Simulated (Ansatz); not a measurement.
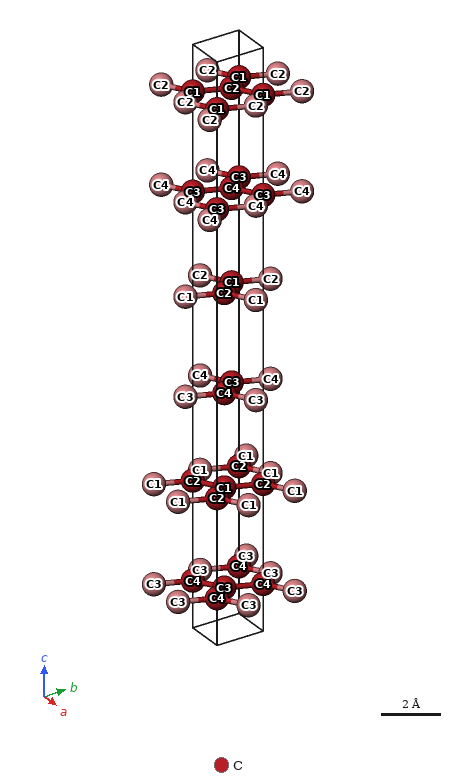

Fig. 1: The structure as given in the input (ball-and-stick view of the cell 3 times as large as that of the calculation, set on its symmetry axes, seen slightly off an axis; neighbours outside the cell are drawn fainter; atoms are numbered from 1 in the order of the input).

## What a change does: band-structure calculation on C

System: C (R-3m, 4 atoms in the cell).
Method of run 1: DFT, PBE, plane waves, PAW, no spin polarisation (Ansatz 0.2.0).

The structure derives from a Materials Project entry. The geometry comes from this level: r2scan-rvv10. Text and figures count atoms from 1; the logs count them from 0 in places.

### Input, run 1
```yaml
crystal:
  lattice:
    - [1.2275050107, 0.7087003484, 6.9141690043]
    - [-1.2275050107, 0.7087003484, 6.9141690043]
    - [0.0, -1.4174006968, 6.9141690043]
  atoms:
    - { symbol: C, position: [0.9191129941, 0.9191129941, 0.9191129941] }
    - { symbol: C, position: [0.2524458879, 0.2524458879, 0.2524458879] }
    - { symbol: C, position: [0.7475541121, 0.7475541121, 0.7475541121] }
    - { symbol: C, position: [0.0808870059, 0.0808870059, 0.0808870059] }
kpoints:
  mp_grid: { grid: [12, 12, 12] }
  band_path:
    path:
      - [0.0, 0.0, 0.0]
      - [0.5, 0.5, 0.5]
      - [0.8263292057, 0.1736707943, 0.5]
      - [0.5, -0.1736707943, 0.1736707943]
      - [0.5, 0.0, 0.0]
      - [0.3368353972, -0.3368353972, 0.0]
      - [0.6631646028, 0.0, 0.3368353972]
      - [0.5, 0.0, 0.5]
      - [0.5, -0.1563037149, 0.1563037149]
      - [0.0, 0.3333333333, -0.3333333333]
    npoints: 1
hamiltonian:
  xc: pbe
scf:
  occupations: { method: fermi_dirac, width: 0.02 }
  n_extra_bands: 5
output:
  forces: true
  stress: true
  eigenvalues: true
```

Command:
```bash
ansatz run input.yaml --threads 2 --pin off --max-ram 2764MiB --backend cpu --events-out ev --progress --plain --runs-dir out
```

Hardware: 2 threads of Arm Neoverse V1, 24 GiB of memory available, shared host.

### Output, shortened to warnings, some set-up lines, iterations and results (run 1)
```
Basis set: ecut = 420 eV, 695 PW (Γ), FFT grids on a1−a3, a2−a3, a3, exchange–correlation on 36×36×96 points (8 copies of the dense FFT grid, shifted against one another)
Symmetry: 12 space group operations
k-points: 189 of 1728
Initial density: superposition of atomic densities (neutral atoms: chi_scale 0, normalization atom), corrected by the library's trained network
[...]
SCF iter   1: F=—  HF=-1003.711570 eV  |F-HF|=—  |Δ(HF+E_count)|=         —  Δρ=2.70e-3  dr2=3.09e-3  ethr=1.77e-3  ⟨swp⟩=6.1  Hψ=14028  notcnv=0
SCF iter   2: F=—  HF=-1003.711366 eV  |F-HF|=—  |Δ(HF+E_count)|=   2.03e-4  Δρ=1.07e-3  dr2=3.20e-4  ethr=1.93e-5  ⟨swp⟩=2.9  Hψ=6068  notcnv=0  defer=186
SCF iter   3: F=—  HF=-1003.711554 eV  |F-HF|=—  |Δ(HF+E_count)|=   1.88e-4  Δρ=4.45e-4  dr2=1.32e-4  ethr=2.00e-6  ⟨swp⟩=2.1  Hψ=3898  notcnv=0  defer=186
SCF iter   4: F=—  HF=-1003.711548 eV  |F-HF|=—  |Δ(HF+E_count)|=   6.41e-6  Δρ=2.23e-4  dr2=3.86e-6  ethr=8.22e-7  ⟨swp⟩=2.1  Hψ=3074  notcnv=0  defer=186
SCF iter   5: F=—  HF=-1003.711525 eV  |F-HF|=—  |Δ(HF+E_count)|=   2.25e-5  Δρ=4.29e-5  dr2=5.11e-7  ethr=2.41e-8  ⟨swp⟩=2.0  Hψ=3779  notcnv=0  defer=186
SCF iter   6: F=-1003.711525 eV  HF=-1003.711525 eV  |F-HF|=2.02e-8  |Δ(HF+E_count)|=   4.31e-8  Δρ=7.50e-6  dr2=1.17e-8  ethr=6.25e-10  ⟨swp⟩=8.3  Hψ=12503  notcnv=0
SCF 1 converged in 6 iterations: F = -1003.711525 eV  dr2 = 1.17e-8
NSCF: frozen V_eff on 10 k-points
SCF converged after 6 iterations
Free energy (F): -1003.711525 eV
Harris-Foulkes:  -1003.711525 eV  (|F-HF|=2.02e-8)
Internal energy: -1003.711506 eV  (E = F + TS)
E sigma→0 (E₀):  -1003.711515 eV
Entropy (-TS):   -0.000020 eV (-0.005 meV/atom)
Fermi energy:    6.747700 eV
--- Per-component energies (eV) ---
  E_band       = -38.827295
  E_kinetic    = 365.200674
  E_local      = -650.246559  (includes V_loc(G=0)·N_el)
  E_nonlocal   = 109.582380
  E_hartree    = 201.161699
  E_xc         = -192.438444
  E_vxc        = -238.291790  (∫ρ·V_xc dr)
  E_paw        = -397.524846  (= ΣΔE_a)
  E_vpaw       = -27.395670  (= ΣTr[D̂ρ^β])
  E_aug_tail   = 0.000030  (compensation charges beyond the density's cutoff)
  E_ewald      = -439.446441
  E_smearing   = -0.000020  (= −TS)
  E_closure    = -0.000000  (closes the sum)
  Σ components = -1003.711525   (vs F -1003.711525, Δ=0.00e0)
--- Forces (eV/Å), atoms counted from 1 ---
  atom   1  C     -0.00000000     0.00000000    -0.00479214
  atom   2  C     -0.00000000    -0.00000000    -0.02208950
  atom   3  C      0.00000000     0.00000000     0.02208950
  atom   4  C      0.00000000    -0.00000000     0.00479214
  max |Σ_I F_I| component: 3.70e-17 eV/Å
--- Stress (GPa, compression-positive) ---
        5.377884       0.000000      -0.000000
        0.000000       5.377884      -0.000000
        0.000000      -0.000000       3.054814
  P = ⅓ Tr σ = 4.6035 GPa (46.035 kbar)
```

For run 2 the input was changed thus:
```diff
-  mp_grid: { grid: [12, 12, 12] }
+  mp_grid: { grid: [4, 4, 4] }
+basis:
+  ecutwfc: 260
```

What does this change do to the results?

The free energy of run 2 is 378.9 meV per atom higher, the joint effect of these numerical settings, which can't be told apart here. The gap on the mesh goes from 0.01 to 3.17 eV. The pressure goes from 4.60 to 9.93 GPa. The SCF takes 7 iterations against 6. The irreducible k-points go from 189 to 13. The plane waves at Γ go from 695 to 361.

### Output, shortened to warnings, some set-up lines, iterations and results (run 2)
```
Warning: basis.ecutwfc = 260 eV is below the records' recommended 420 eV, and the density's cutoff is lower with it unless basis.ecutrho_ratio is high enough to keep the records' density cutoff: compare with a run at a higher cutoff
Basis set: ecut = 260 eV, 361 PW (Γ), FFT grids on a1−a3, a2−a3, a3, exchange–correlation on 30×30×80 points (8 copies of the dense FFT grid, shifted against one another)
Symmetry: 12 space group operations
k-points: 13 of 64
Initial density: superposition of atomic densities (neutral atoms: chi_scale 0, normalization atom), corrected by the library's trained network
[...]
SCF iter   1: F=—  HF=-1002.184446 eV  |F-HF|=—  |Δ(HF+E_count)|=         —  Δρ=1.96e-2  dr2=2.99e-2  ethr=1.77e-3  ⟨swp⟩=5.6  Hψ=919  notcnv=0
SCF iter   2: F=—  HF=-1002.192221 eV  |F-HF|=—  |Δ(HF+E_count)|=   7.77e-3  Δρ=9.37e-3  dr2=6.20e-3  ethr=1.87e-4  ⟨swp⟩=2.0  Hψ=325  notcnv=0  defer=13
SCF iter   3: F=—  HF=-1002.196475 eV  |F-HF|=—  |Δ(HF+E_count)|=   4.25e-3  Δρ=1.16e-3  dr2=1.19e-3  ethr=3.88e-5  ⟨swp⟩=2.8  Hψ=306  notcnv=0  defer=13
SCF iter   4: F=—  HF=-1002.196204 eV  |F-HF|=—  |Δ(HF+E_count)|=   2.71e-4  Δρ=4.48e-4  dr2=7.82e-5  ethr=7.43e-6  ⟨swp⟩=2.2  Hψ=270  notcnv=0  defer=13
SCF iter   5: F=—  HF=-1002.196084 eV  |F-HF|=—  |Δ(HF+E_count)|=   1.21e-4  Δρ=1.26e-4  dr2=2.84e-6  ethr=4.89e-7  ⟨swp⟩=2.2  Hψ=213  notcnv=0  defer=13
SCF iter   6: F=—  HF=-1002.196084 eV  |F-HF|=—  |Δ(HF+E_count)|=   8.30e-7  Δρ=3.75e-5  dr2=2.27e-7  ethr=1.78e-8  ⟨swp⟩=2.0  Hψ=246  notcnv=0  defer=13
SCF iter   7: F=-1002.196085 eV  HF=-1002.196085 eV  |F-HF|=9.02e-9  |Δ(HF+E_count)|=   1.48e-7  Δρ=7.84e-6  dr2=6.85e-9  ethr=6.25e-10  ⟨swp⟩=8.3  Hψ=818  notcnv=0
SCF 1 converged in 7 iterations: F = -1002.196085 eV  dr2 = 6.85e-9
NSCF: frozen V_eff on 10 k-points
SCF converged after 7 iterations
Free energy (F): -1002.196085 eV
Harris-Foulkes:  -1002.196085 eV  (|F-HF|=9.02e-9)
Internal energy: -1002.196085 eV  (E = F + TS)
E sigma→0 (E₀):  -1002.196085 eV
Fermi energy:    6.460815 eV
--- Per-component energies (eV) ---
  E_band       = -38.637395
  E_kinetic    = 367.942649
  E_local      = -644.484430  (includes V_loc(G=0)·N_el)
  E_nonlocal   = 103.066463
  E_hartree    = 199.966679
  E_xc         = -193.856554
  E_vxc        = -240.151463  (∫ρ·V_xc dr)
  E_paw        = -395.384458  (= ΣΔE_a)
  E_vpaw       = -24.943910  (= ΣTr[D̂ρ^β])
  E_aug_tail   = 0.000008  (compensation charges beyond the density's cutoff)
  E_ewald      = -439.446441
  E_smearing   = -0.000000  (= −TS)
  E_closure    = 0.000000  (closes the sum)
  Σ components = -1002.196085   (vs F -1002.196085, Δ=0.00e0)
--- Forces (eV/Å), atoms counted from 1 ---
  atom   1  C      0.00000000     0.00000000    -0.00955147
  atom   2  C      0.00000000    -0.00000000    -0.00285264
  atom   3  C      0.00000000     0.00000000     0.00285264
  atom   4  C      0.00000000    -0.00000000     0.00955147
  max |Σ_I F_I| component: 1.73e-18 eV/Å
--- Stress (GPa, compression-positive) ---
       13.698713       0.000000       0.000000
        0.000000      13.698713       0.000000
       -0.000000       0.000000       2.396968
  P = ⅓ Tr σ = 9.9315 GPa (99.315 kbar)
```

### The two runs side by side

| quantity | run 1 | run 2 |
| --- | --- | --- |
| outcome | converged | converged |
| free energy per atom (eV) | −250.9279 | −250.5490 |
| gap on the mesh (eV) | 0.01 | 3.17 |
| pressure (GPa) | 4.60 | 9.93 |
| largest force (eV/Å) | 0.022 | 0.010 |
| SCF iterations | 6 | 7 |
| irreducible k-points | 189 | 13 |
| plane waves at Γ | 695 | 361 |

For run 2: Warnings: the cutoff is below the recommended one. The k-point mesh is coarse for a cell of this size, so the results may not be converged.
